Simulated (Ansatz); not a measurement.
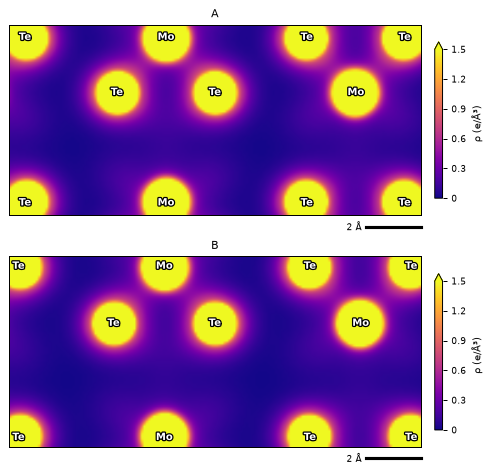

Te₂Mo. The valence pseudo-density of two cells that differ in size, on the (110) plane of each (indices in the axes of the calculation cell), at one length scale and on one colour scale: B has 26.0 Å³ an atom and A 23.5.

Computed with Ansatz 0.2.0, Kohn-Sham DFT of a periodic cell, r2SCAN with D4, Ansatz PAW.

> What does the compression do to the bonding and the properties?

From the larger cell to the smaller, Te–Mo goes from 2.75 to 2.66 Å, and the density at its midpoint from 0.44 to 0.5 e/Å³; the pressure goes from −2.7 to 9 GPa.
